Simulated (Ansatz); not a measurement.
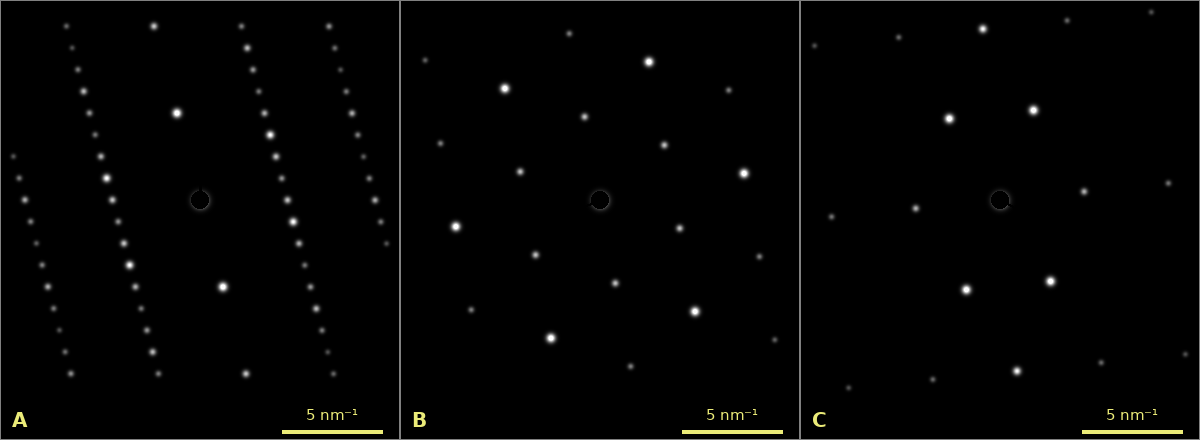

Kinematic zone-axis patterns, calculated for 300 keV electrons with B = 0.5 Å².

All three come from Rh, space group P6_3/mmc (No. 194), a = 2.73 Å, c = 8.90 Å (hexagonal axes). Structure: the end point of a relaxation with DFT, RPBE, plane waves (420 eV) with PAW, scalar-relativistic in Ansatz 0.2.0; the starting structure was generated, so it need not be a known form of this composition.

```cif
data_structure
_symmetry_space_group_name_H-M 'P6_3/mmc'
_symmetry_Int_Tables_number 194
_cell_length_a 2.7296
_cell_length_b 2.7296
_cell_length_c 8.9012
_cell_angle_alpha 90.000
_cell_angle_beta 90.000
_cell_angle_gamma 120.000
_cell_volume 57.44
loop_
_atom_site_label
_atom_site_type_symbol
_atom_site_symmetry_multiplicity
_atom_site_Wyckoff_symbol
_atom_site_fract_x
_atom_site_fract_y
_atom_site_fract_z
_atom_site_occupancy
Rh1 Rh 2 a 0.00000 0.00000 0.00000 1
Rh2 Rh 2 c 0.33333 0.66667 0.25000 1
```

**Assign the zone axes [001], [100], [201] to A, B and C.**

A is [100]: rectangular net of 0 0 1 (itself extinct) at d = 8.90 Å and 0 1 0 at d = 2.36 Å, at 90.0°. B is [001]: hexagonal net of 1 0 0 at d = 2.36 Å and 0 1 0 at d = 2.36 Å, at 60.0°. C is [201]: centred rectangular net of 0 1 0 at d = 2.36 Å and 1 0 -2 at d = 2.09 Å, at 63.8°.
